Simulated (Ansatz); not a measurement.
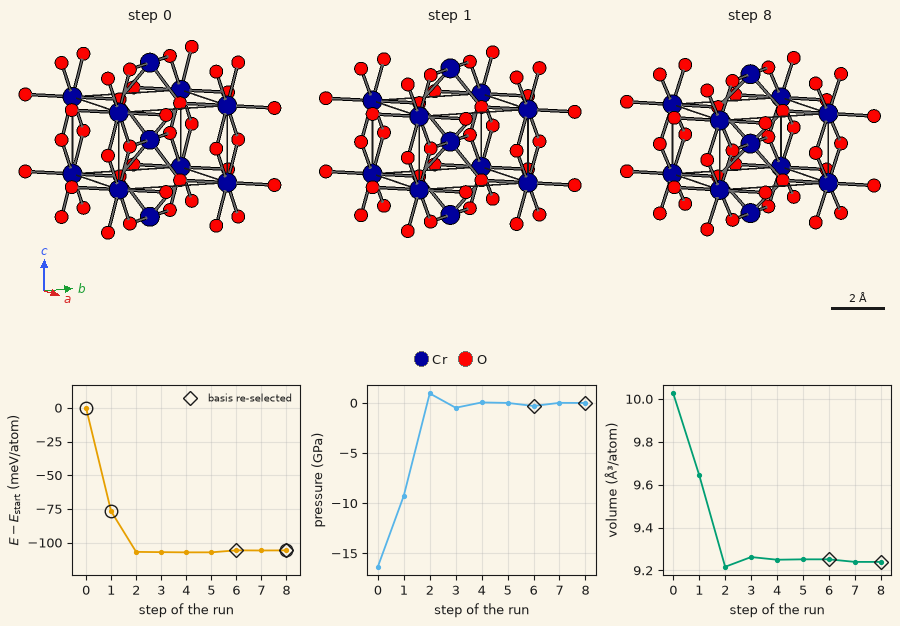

Frames of a relaxation of solid CrO$_{2}$ (set up in Pnnm), marked on the history of the run. A ball-and-stick model of the cell of the calculation, seen slightly off an axis.

Case: no spin polarisation.

These are results of Ansatz 0.2.0, DFT PBE, scalar-relativistic, plane waves, PAW, not measurements. (plane-wave cutoff 420 eV; k-point mesh 8 × 8 × 12; occupations gaussian; smearing width 0.1 eV; no spin polarisation; cell and atoms relaxed; force threshold 0.01 eV/Å; at most 60 steps)

What happens along the run?

After 6 accepted moves (8 points after the start) the energy has fallen by 106 meV per atom. Largest force component: 0.15 eV/Å at the start, 0.00031 eV/Å at the end. The pressure goes from −16.33 to 0.00 GPa. At 2 points the geometry stayed and the basis and grid were re-selected for the new cell (energy shift of 1.5 meV per atom at most each time). The largest moves relative to the cell, 0.080 Å, are those of O atoms. Cr stays in place. Cell: a 4.448 → 4.537 Å (+2.0 %), b 4.529 → 4.538 Å (+0.2 %), c 2.986 → 2.692 Å (−9.8 %). Volume −7.8 %. Near-neighbour distances that change, for instance: Cr–Cr 2.986 → 2.692 Å, Cr–O 1.953 → 1.894 Å, Cr–O 1.916 → 1.877 Å. Bond angles that change, for instance: O–Cr–O 80.3° → 89.4°, O–Cr–O 99.7° → 90.6°, Cr–O–Cr 99.7° → 90.6°. The space group (tolerance 0.01 Å) goes from Pnnm (No. 58) to P4_2/mnm (No. 136). From step 0 to 1: O atoms move most (0.03 Å), volume −3.8 %, energy −76.7 meV per atom. From step 1 to 8: O atoms move most (0.06 Å), volume −4.2 %, energy −29.0 meV per atom.

| step | E − E(0), meV/atom | largest force component, eV/Å | pressure, GPa | volume, Å³/atom | note |
| --- | --- | --- | --- | --- | --- |
| 0 | 0.00 | 0.1516 | -16.33 | 10.026 |  |
| 1 | -76.66 | 0.0643 | -9.25 | 9.645 |  |
| 2 | -106.81 | 0.0489 | 0.95 | 9.217 |  |
| 3 | -107.00 | 0.0417 | -0.48 | 9.262 |  |
| 4 | -107.15 | 0.0016 | 0.05 | 9.250 |  |
| 5 | -107.14 | 0.0002 | 0.00 | 9.252 |  |
| 6 | -105.66 | 0.0004 | -0.30 | 9.252 | same geometry, new basis |
| 7 | -105.77 | 0.0003 | 0.01 | 9.240 |  |
| 8 | -105.69 | 0.0003 | 0.00 | 9.240 | same geometry, new basis |
